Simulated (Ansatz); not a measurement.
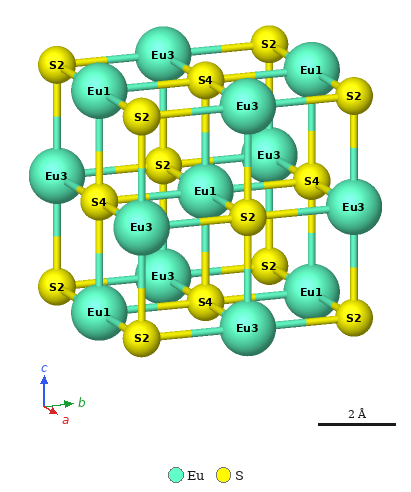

The structure (ball-and-stick view of the cell 2 times as large as that of the calculation, set on its symmetry axes, seen slightly off an axis; atoms are numbered from 1 in the order of the input). Near neighbours in the crystal (not all of them lie inside the picture): Eu has 6 S at 2.98 Å; S has 6 Eu at 2.98 Å.

## EuS: a changed input and its effect

System: EuS (Fm-3m, 4 atoms in the cell).
Method of run A: DFT PBEsol+U, scalar-relativistic, plane waves, PAW, Ueff = 1 eV on Eu atom 1 f; Ueff = 1 eV on Eu atom 3 f, spin-polarised (Ansatz 0.2.0).

The structure was built on a prototype by a generator; it need not be a known phase. Text and figures count atoms from 1; the logs count them from 0 in places.

### Input, run A
```yaml
crystal:
  lattice:
    - [0.0, 2.97850187, 2.97850187]
    - [5.95700374, 2.97850187, 2.97850187]
    - [5.95700374, 5.95700374, 0.0]
  atoms:
    - { symbol: Eu, position: [0.5, 0.5, 0.0], spin: 6.3 }
    - { symbol: S, position: [0.0, 0.0, 0.0] }
    - { symbol: Eu, position: [0.5, 0.5, 0.5], spin: 6.3 }
    - { symbol: S, position: [0.0, 0.0, 0.5] }
basis:
  ecutwfc: 420
  ecutrho_ratio: 4
kpoints:
  mp_grid: { grid: [6, 6, 6] }
hamiltonian:
  xc: pbesol
  hubbard:
    sites:
      - { site: 0, l: f, u_eff: 1.0, starting_ns: [{ spin: up, occupation_matrix: s0up }, { spin: down, occupation_matrix: s0down }] }
      - { site: 2, l: f, u_eff: 1.0, starting_ns: [{ spin: up, occupation_matrix: s2up }, { spin: down, occupation_matrix: s2down }] }
    occupation_matrices:
      s0up:
        matrix:
          - [0.97, 0.0, 0.0, 0.0, 0.0, 0.0, 0.0]
          - [0.0, 0.97, 0.0, 0.0, 0.0, 0.0, 0.0]
          - [0.0, 0.0, 0.97, 0.0, 0.0, 0.0, 0.0]
          - [0.0, 0.0, 0.0, 0.97, 0.0, 0.0, 0.0]
          - [0.0, 0.0, 0.0, 0.0, 0.97, 0.0, 0.0]
          - [0.0, 0.0, 0.0, 0.0, 0.0, 0.97, 0.0]
          - [0.0, 0.0, 0.0, 0.0, 0.0, 0.0, 0.97]
      s0down:
        matrix:
          - [0.02, 0.0, 0.0, 0.0, 0.0, 0.0, 0.0]
          - [0.0, 0.02, 0.0, 0.0, 0.0, 0.0, 0.0]
          - [0.0, 0.0, 0.02, 0.0, 0.0, 0.0, 0.0]
          - [0.0, 0.0, 0.0, 0.02, 0.0, 0.0, 0.0]
          - [0.0, 0.0, 0.0, 0.0, 0.02, 0.0, 0.0]
          - [0.0, 0.0, 0.0, 0.0, 0.0, 0.02, 0.0]
          - [0.0, 0.0, 0.0, 0.0, 0.0, 0.0, 0.02]
      s2up:
        matrix:
          - [0.97, 0.0, 0.0, 0.0, 0.0, 0.0, 0.0]
          - [0.0, 0.97, 0.0, 0.0, 0.0, 0.0, 0.0]
          - [0.0, 0.0, 0.97, 0.0, 0.0, 0.0, 0.0]
          - [0.0, 0.0, 0.0, 0.97, 0.0, 0.0, 0.0]
          - [0.0, 0.0, 0.0, 0.0, 0.97, 0.0, 0.0]
          - [0.0, 0.0, 0.0, 0.0, 0.0, 0.97, 0.0]
          - [0.0, 0.0, 0.0, 0.0, 0.0, 0.0, 0.97]
      s2down:
        matrix:
          - [0.02, 0.0, 0.0, 0.0, 0.0, 0.0, 0.0]
          - [0.0, 0.02, 0.0, 0.0, 0.0, 0.0, 0.0]
          - [0.0, 0.0, 0.02, 0.0, 0.0, 0.0, 0.0]
          - [0.0, 0.0, 0.0, 0.02, 0.0, 0.0, 0.0]
          - [0.0, 0.0, 0.0, 0.0, 0.02, 0.0, 0.0]
          - [0.0, 0.0, 0.0, 0.0, 0.0, 0.02, 0.0]
          - [0.0, 0.0, 0.0, 0.0, 0.0, 0.0, 0.02]
    ns_hold: { iters: 8 }
scf:
  occupations: { method: gaussian, width: 0.05 }
  lower_state_search: "off"
  max_iter: 150
output:
  forces: true
  stress: true
  eigenvalues: true
  populations: true
  hubbard: { sites: [{ site: 0, l: f }, { site: 2, l: f }] }
magnetization:
  spin_polarized: true
  initial_magnetization: 12.6
  spin_locking: { lock_magnetization: hard }
```

Command:
```bash
ansatz run input.yaml --threads 4 --pin off --max-ram 6144MiB --backend cpu --events-out ev --progress --plain --runs-dir out
```

Hardware: 4 threads of Arm Neoverse V2, 24 GiB of memory available, shared host.

### Output, shortened to warnings, some set-up lines, iterations and results (run A)
```
Warning: output.stress: scf.convergence.dr2_threshold = 1e-7 eV (the SCF's general default) is looser than the 4e-10 eV advised for a printed stress (1e-10 eV for each atom of the cell: 4). What an SCF threshold leaves in a stress goes as its square root, and in the free energy as the threshold itself, and one threshold admits the most on a small cell: of the crystals measured, under no hybrid …
Basis set: ecut = 420 eV, 2071 PW (Γ), FFT grids on a1, a2−a3, −a1+a2, exchange–correlation on 60×60×80 points (8 copies of the dense FFT grid, shifted against one another)
Symmetry: 32 space group operations
k-points: 40 of 216
Initial density: superposition of atomic densities (chi_scale 0.1, normalization cell)
[...]
SCF iter   1: F=—  HF=-19101.350007 eV  |F-HF|=—  |Δ(HF+E_count)|=         —  Δρ=2.61e-1 (↑2.61e-1 ↓2.15e-1)  dr2=2.79e0  dr2_m=5.47e1  M=12.600 μB ∫|m|=13.412 μB  β_m=0.30  …
SCF iter   2: F=—  HF=-19103.653751 eV  |F-HF|=—  |Δ(HF+E_count)|=    2.30e0  Δρ=1.74e-1 (↑1.74e-1 ↓1.63e-1)  dr2=7.65e-1  dr2_m=2.74e1  M=12.600 μB ∫|m|=13.464 μB  β_m=0.64  …
SCF iter   3: F=—  HF=-19108.649753 eV  |F-HF|=—  |Δ(HF+E_count)|=    5.00e0  Δρ=7.86e-2 (↑7.86e-2 ↓1.38e-2)  dr2=7.91e0  dr2_m=1.04e0  M=12.600 μB ∫|m|=14.517 μB  β_m=0.48  …
SCF iter   4: F=—  HF=-19106.312593 eV  |F-HF|=—  |Δ(HF+E_count)|=    2.34e0  Δρ=1.40e-2 (↑8.25e-3 ↓1.40e-2)  dr2=6.73e-2  dr2_m=1.14e-1  M=12.600 μB ∫|m|=13.548 μB  β_m=0.47 …
SCF iter   5: F=—  HF=-19106.311222 eV  |F-HF|=—  |Δ(HF+E_count)|=   1.37e-3  Δρ=2.42e-3 (↑2.42e-3 ↓2.23e-3)  dr2=2.32e-2  dr2_m=1.40e-3  M=12.600 μB ∫|m|=13.482 μB  β_m=0.74 …
[... 9 lines ...]
SCF iter  15: F=—  HF=-19106.328252 eV  |F-HF|=—  |Δ(HF+E_count)|=   5.71e-6  Δρ=3.12e-5 (↑3.12e-5 ↓2.05e-6)  dr2=6.95e-7  dr2_m=2.34e-7  M=12.600 μB ∫|m|=13.451 μB  β_m=0.92 …
SCF iter  16: F=—  HF=-19106.328253 eV  |F-HF|=—  |Δ(HF+E_count)|=   8.34e-7  Δρ=1.45e-5 (↑1.45e-5 ↓2.91e-6)  dr2=9.27e-8  dr2_m=4.28e-8  M=12.600 μB ∫|m|=13.451 μB  β_m=0.89 …
SCF iter  17: F=—  HF=-19106.328253 eV  |F-HF|=—  |Δ(HF+E_count)|=   5.64e-7  Δρ=1.41e-5 (↑1.41e-5 ↓2.52e-6)  dr2=9.91e-8  dr2_m=4.46e-8  M=12.600 μB ∫|m|=13.451 μB  β_m=0.95 …
SCF iter  18: F=-19106.328254 eV  HF=-19106.328254 eV  |F-HF|=4.11e-8  |Δ(HF+E_count)|=   9.86e-7  Δρ=5.25e-6 (↑5.25e-6 ↓2.42e-6)  dr2=6.43e-8  dr2_m=4.31e-9  M=12.600 μB …
SCF 1 converged in 18 iterations: F = -19106.328254 eV  dr2 = 6.43e-8
SCF converged after 18 iterations
Stability checked in part: among states of this total moment the steps that led to this state did not find it unstable. No probe was made; neither looks for a lower state of another moment (fixed_total_moment; see scf.lower_state_search)
Magnetization: 12.6000 μB (29.3000 up, 16.7000 down)
Absolute magnetization: 13.4510 μB (∫|ρ↑−ρ↓|, with the PAW one-centre terms)
Spin contamination: 0.6735 ħ² per cell (⟨S²⟩ above its minimum at these occupations)
Per-site moments (μB) at R_I (Å): [(6.489104786195437, 1.228632021375), (-0.10310993690264726, 1.228632021375), (6.489104786195437, 1.228632021375), (-0.10310993690264726, 1.228632021375)]
Free energy (F): -19106.328254 eV
Harris-Foulkes:  -19106.328254 eV  (|F-HF|=4.11e-8)
Internal energy: -19106.316409 eV  (E = F + TS)
E sigma→0 (E₀):  -19106.322332 eV
Entropy (-TS):   -0.011845 eV (-2.961 meV/atom)
Fermi energy:    10.048420 (↑ 8.924570, ↓ 11.172270) eV
--- Per-component energies (eV) ---
  E_band       = -43.511593
  E_kinetic    = 921.763712
  E_local      = -4276.353013  (includes V_loc(G=0)·N_el)
  E_nonlocal   = 988.740352
  E_hartree    = 1677.728107
  E_xc         = -548.473190
  E_vxc        = -585.049941  (∫ρ·V_xc dr)
  E_hubbard    = 0.341270  (on-site DFT+U / exact-exchange correction)
  E_vhub       = -6.018318  (the Hubbard potential's part of the band-sum identity)
  E_paw        = -13732.074445  (= ΣΔE_a)
  E_vpaw       = -442.046009  (= ΣTr[D̂ρ^β])
  E_aug_tail   = 0.000003  (compensation charges beyond the density's cutoff)
  E_ewald      = -4139.286767
  E_core_change = 1.297561  (= ΣΔE_core)
  E_smearing   = -0.011845  (= −TS)
  E_closure    = 0.000000  (closes the sum)
  Σ components = -19106.328254   (vs F -19106.328254, Δ=0.00e0)
--- Specified on-site occupations, and those of the state reported ---
  electrons in the specified blocks: 13.8600 specified, 13.4019 found
  site 2 (l=f) ↑: largest change of an orbital's occupation 0.0699; electrons 6.7900 specified, 6.6657 found; spectral distance 0.1195
  site 0 (l=f) ↑: largest change of an orbital's occupation 0.0699; electrons 6.7900 specified, 6.6657 found; spectral distance 0.1195
  site 2 (l=f) ↓: largest change of an orbital's occupation 0.0175; electrons 0.1400 specified, 0.0352 found; spectral distance 0.0400
  site 0 (l=f) ↓: largest change of an orbital's occupation 0.0175; electrons 0.1400 specified, 0.0352 found; spectral distance 0.0400
--- Forces (eV/Å), atoms counted from 1 ---
  atom   1  Eu     0.00000000    -0.00000000     0.00000000
  atom   2  S     -0.00000000     0.00000000    -0.00000000
  atom   3  Eu    -0.00000000    -0.00000000    -0.00000000
  atom   4  S      0.00000000     0.00000000    -0.00000000
[...]
```

The input of run B differs as follows (lines with − go, lines with + come):
```diff
-    - { symbol: Eu, position: [0.5, 0.5, 0.0], spin: 6.3 }
+    - { symbol: Eu, position: [0.5, 0.5, 0.0], spin: 7.12 }
-    - { symbol: Eu, position: [0.5, 0.5, 0.5], spin: 6.3 }
+    - { symbol: Eu, position: [0.5, 0.5, 0.5], spin: 7.12 }
-  initial_magnetization: 12.6
-  spin_locking: { lock_magnetization: hard }
+  spin_locking: { lock_spins: true }
```

How does run B compare with run A?

The total moment is fixed by the input in run A and run B, so the state need not be the lowest. With the same functional and potentials, run B lies 34.3 meV per atom higher. The net moment of the cell goes from 12.60 to 14.00 μB. The pressure goes from −7.12 to −2.62 GPa. On the same kind of shared host run B took about 2.4 times as long.

### Output, shortened to warnings, some set-up lines, iterations and results (run B)
```
Warning: output.stress: scf.convergence.dr2_threshold = 1e-7 eV (the SCF's general default) is looser than the 4e-10 eV advised for a printed stress (1e-10 eV for each atom of the cell: 4). What an SCF threshold leaves in a stress goes as its square root, and in the free energy as the threshold itself, and one threshold admits the most on a small cell: of the crystals measured, under no hybrid …
Warning: output.stress: the lock of the moments that magnetization.spin_locking holds to the close lets an SCF meet its threshold on dr2 anywhere within the lock's freeze window, and the stress can move with the moments there: no threshold on dr2 bounds that. The window is the square root of the freeze energy over magnetization.spin_locking.lambda. Set magnetization.spin_locking.freeze_energy_tol …
Basis set: ecut = 420 eV, 2071 PW (Γ), FFT grids on a1, a2−a3, −a1+a2, exchange–correlation on 60×60×80 points (8 copies of the dense FFT grid, shifted against one another)
Symmetry: 32 space group operations
k-points: 40 of 216
Initial density: superposition of atomic densities (chi_scale 0.1, normalization cell)
[...]
SCF iter   1: F=-19107.991914 eV  HF=-19107.741955 eV  |F-HF|=2.50e-1  |Δ(HF+E_count)|=         —  Δρ=2.85e-1 (↑2.85e-1 ↓2.10e-1)  dr2=6.21e0  dr2_m=5.92e1  M=14.000 μB …
SCF iter   2: F=-19108.347205 eV  HF=-19106.752165 eV  |F-HF|=1.60e0  |Δ(HF+E_count)|=   9.90e-1  Δρ=1.82e-1 (↑1.82e-1 ↓1.48e-1)  dr2=1.69e0  dr2_m=2.63e1  M=14.000 μB …
SCF iter   3: F=-19106.552112 eV  HF=-19107.401216 eV  |F-HF|=8.49e-1  |Δ(HF+E_count)|=   6.49e-1  Δρ=3.69e-2 (↑3.69e-2 ↓1.61e-2)  dr2=5.02e-1  dr2_m=6.56e-1  M=14.000 μB …
SCF iter   4: F=-19106.963336 eV  HF=-19107.215747 eV  |F-HF|=2.52e-1  |Δ(HF+E_count)|=   1.85e-1  Δρ=1.87e-2 (↑1.87e-2 ↓3.10e-3)  dr2=3.12e-1  dr2_m=8.25e-2  M=13.985 μB …
SCF iter   5: F=-19107.238632 eV  HF=-19107.239061 eV  |F-HF|=4.29e-4  |Δ(HF+E_count)|=   2.33e-2  Δρ=1.21e-3 (↑9.77e-4 ↓1.21e-3)  dr2=2.92e-3  dr2_m=5.73e-4  M=14.000 μB …
[... 36 lines ...]
SCF iter  42: F=-19106.191107 eV  HF=-19106.191107 eV  |F-HF|=1.01e-7  |Δ(HF+E_count)|=   4.13e-3  Δρ=1.60e-5 (↑1.60e-5 ↓1.45e-5)  dr2=5.90e-7  dr2_m=8.50e-8  M=14.000 μB …
SCF iter  43: F=-19106.190742 eV  HF=-19106.190742 eV  |F-HF|=3.26e-9  |Δ(HF+E_count)|=   3.66e-4  Δρ=4.70e-6 (↑4.13e-6 ↓4.70e-6)  dr2=7.70e-8  dr2_m=3.28e-9  M=14.000 μB …
SCF iter  44: F=-19106.190907 eV  HF=-19106.190907 eV  |F-HF|=1.17e-9  |Δ(HF+E_count)|=   1.66e-4  Δρ=1.11e-6 (↑1.11e-6 ↓5.62e-7)  dr2=1.58e-9  dr2_m=2.72e-10  M=14.000 μB …
SCF iter  45: F=-19106.190886 eV  HF=-19106.190886 eV  |F-HF|=9.46e-11  |Δ(HF+E_count)|=   2.09e-5  Δρ=1.74e-7 (↑1.51e-7 ↓1.74e-7)  dr2=1.40e-10  dr2_m=4.33e-12  M=14.000 μB …
SCF 1 converged in 45 iterations: F = -19106.190886 eV  dr2 = 1.40e-10
this state was not tested for a lower state beside it, because a magnetisation constraint still acts at the end of the SCF (magnetization_constraint; see scf.lower_state_search)
SCF converged after 45 iterations
Magnetization: 14.0000 μB (30.0000 up, 16.0000 down)
Absolute magnetization: 15.3305 μB (∫|ρ↑−ρ↓|, with the PAW one-centre terms)
Spin contamination: 0.2256 ħ² per cell (⟨S²⟩ above its minimum at these occupations)
Per-site moments (μB) at R_I (Å): [(7.115097479795798, 1.228632021375), (-0.32517184498018115, 1.228632021375), (7.115097479795798, 1.228632021375), (-0.32517184498018115, 1.228632021375)]
--- Magnetisation constraints (ε_frz = 1.0e-4 eV) ---
  site  kind      target   achieved (μB)  |Δ|max (μB)  g (eV/μB)  λ_eff  esc  ok   flags
  0     per_site  +7.1200  +7.1151        4.90e-3      -3.43e0    1.000  0    yes
  2     per_site  +7.1200  +7.1151        4.90e-3      -3.43e0    1.000  0    yes
Free energy (F): -19106.190886 eV
Harris-Foulkes:  -19106.190886 eV  (|F-HF|=9.46e-11)
Internal energy: -19106.190582 eV  (E = F + TS)
E sigma→0 (E₀):  -19106.190734 eV
Entropy (-TS):   -0.000304 eV (-0.076 meV/atom)
Fermi energy:    8.453485 eV
--- Per-component energies (eV) ---
  E_band       = -44.545526
  E_kinetic    = 912.957587
  E_local      = -4348.974275  (includes V_loc(G=0)·N_el)
  E_nonlocal   = 1032.004276
  E_hartree    = 1733.628903
  E_xc         = -542.574027
  E_vxc        = -577.682815  (∫ρ·V_xc dr)
  E_hubbard    = 0.048959  (on-site DFT+U / exact-exchange correction)
  E_vhub       = -6.883078  (the Hubbard potential's part of the band-sum identity)
  E_paw        = -13755.292796  (= ΣΔE_a)
  E_vpaw       = -474.467164  (= ΣTr[D̂ρ^β])
  E_aug_tail   = 0.000003  (compensation charges beyond the density's cutoff)
  E_constr_dc  = -48.757610  (∫m·b dr)
  E_ewald      = -4139.286767
  E_core_change = 1.297561  (= ΣΔE_core)
  E_smearing   = -0.000304  (= −TS)
  E_closure    = -0.000005  (closes the sum)
  E_penalty    = 0.033553  (constraint; not in F)
  Σ components = -19106.190886   (vs F -19106.190886, Δ=0.00e0)
--- Specified on-site occupations, and those of the state reported ---
  electrons in the specified blocks: 13.8600 specified, 13.9620 found
  site 2 (l=f) ↑: largest change of an orbital's occupation 0.0273; electrons 6.7900 specified, 6.9659 found; spectral distance 0.0667
  site 0 (l=f) ↑: largest change of an orbital's occupation 0.0273; electrons 6.7900 specified, 6.9659 found; spectral distance 0.0667
  site 0 (l=f) ↓: largest change of an orbital's occupation 0.0199; electrons 0.1400 specified, 0.0151 found; spectral distance 0.0473
[...]
```

### The two runs side by side

| quantity | run A | run B |
| --- | --- | --- |
| outcome | converged | converged |
| free energy per atom (eV) | −4776.5821 | −4776.5477 |
| energy per atom, smearing taken to zero (eV) | −4776.5806 | −4776.5477 |
| gap on the mesh (eV) | 0.00 | 0.00 |
| net moment of the cell (μB) | 12.60 | 14.00 |
| absolute moment of the cell (μB) | 13.45 | 15.33 |
| pressure (GPa) | −7.12 | −2.62 |
| largest force (eV/Å) | 0.000 | 0.000 |
| SCF iterations | 18 | – |
| irreducible k-points | 40 | 40 |
| plane waves at Γ | 2071 | 2071 |
| wall time (shared host) | 9.8 s | 24 s |

For both runs: DFT+U on an f shell has many self-consistent states, and spin–orbit coupling is left out here. For run A: Warnings: the SCF threshold is looser than advised for the printed stress. The cell is under a tension of 7.1 GPa at this level, so it is not at its equilibrium volume. For run B: Warnings: the state was not tested for a lower one; the SCF threshold is looser than advised for the printed stress.
